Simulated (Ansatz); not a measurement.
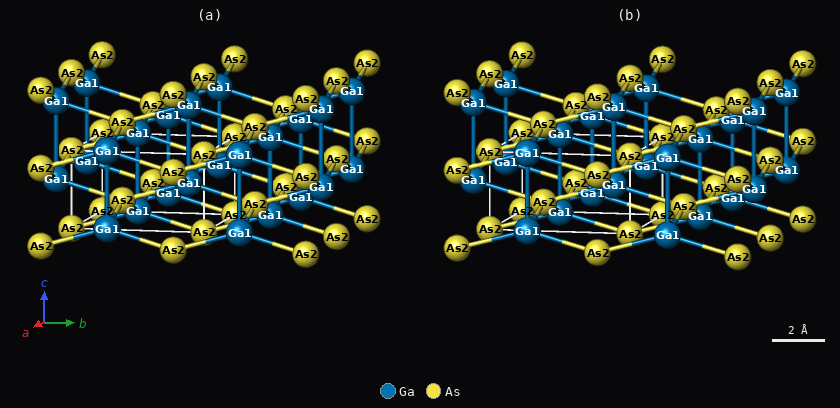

Left: a symmetric starting cell of GaAs (made from another compound by putting As in place of Sb). Right: the same structure after one change, at the same scale. The picture is a ball-and-stick view of the conventional cell (2 times the calculation's cell), repeated 2 × 2 × 2 with one cell outlined, seen slightly off an axis. Lengths and directions refer to the drawn axes.

Computed with DFT PBEsol, scalar-relativistic, plane waves, PAW (Ansatz 0.2.0). (plane-wave cutoff 420 eV; k-point mesh 16 × 16 × 16; occupations gaussian; smearing width 0.1 eV; no spin polarisation)

**What was changed?**

The cell is strained by −0.1 % along c and +5.9 % across it (volume +12.0 %), the atoms keeping their fractional coordinates. No relaxation follows. The starting cell wasn't computed here and needn't be at equilibrium, so pressure and forces aren't due to the change alone.

**What does the change do?**

Some distances before and after: As–Ga 2.734 → 2.883 Å. The space group stays I-4m2 (No. 119). The pressure is −10.9 GPa (not all of it need come from the change, since the unchanged cell can be under pressure at this level too). The principal stresses (compression positive) are −10.2 GPa along c and −11.3 GPa across it. All forces vanish by symmetry.
